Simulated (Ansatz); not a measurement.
A periodic structure is given below.

Space group P6_522 (No. 179). a = 7.153 Å, b = 7.153 Å, c = 6.645 Å, α = 90.00°, β = 90.00°, γ = 120.00°
```tsv
atom	site	symmetry	x	y	z
Si	6b	..2	0.5390	0.7695	0.4167
O	6b	..2	0.6077	0.3923	0.0833
O	6a	.2.	0.0000	0.6954	0.1667
```

**Describe what this structure looks like.**

The compound is SiO2. Space group P6_522 (No. 179), lattice primitive hexagonal. It has 18 atoms to the cell (6 Si, 12 O). About every Si there are four O in a tetrahedral arrangement at 1.56 to 1.57 Å. O is linked to two Si at 1.56 to 1.57 Å. The bonds build a three-dimensional framework.

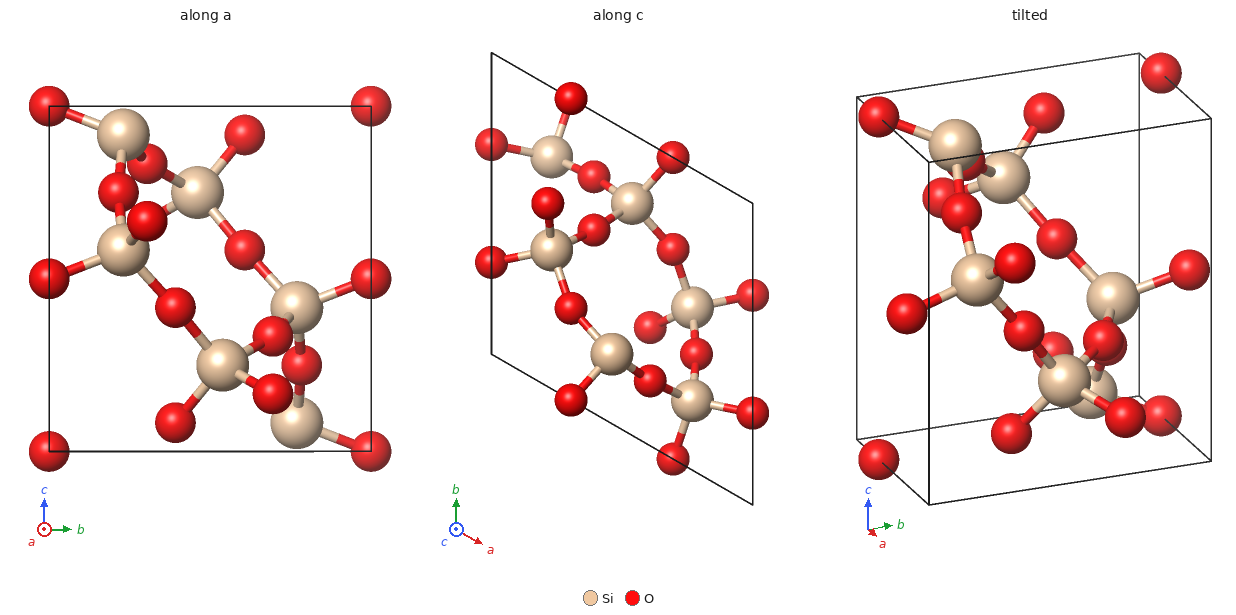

View along the a axis, along the c axis and slightly off an axis, drawn as a ball-and-stick model. Thin lines show the conventional unit cell, with boundary atoms drawn in all their periodic places. Colours: silicon light orange, oxygen red.

The cell started as a structure listed in the Materials Project. It was relaxed at fixed volume with DFT r2SCAN, scalar-relativistic, plane waves, PAW in Ansatz 0.2.0.

At this level of theory the run's own cell isn't at rest (compressed, at 14 GPa), so its distances can differ from those at equilibrium, the more so the softer the solid.
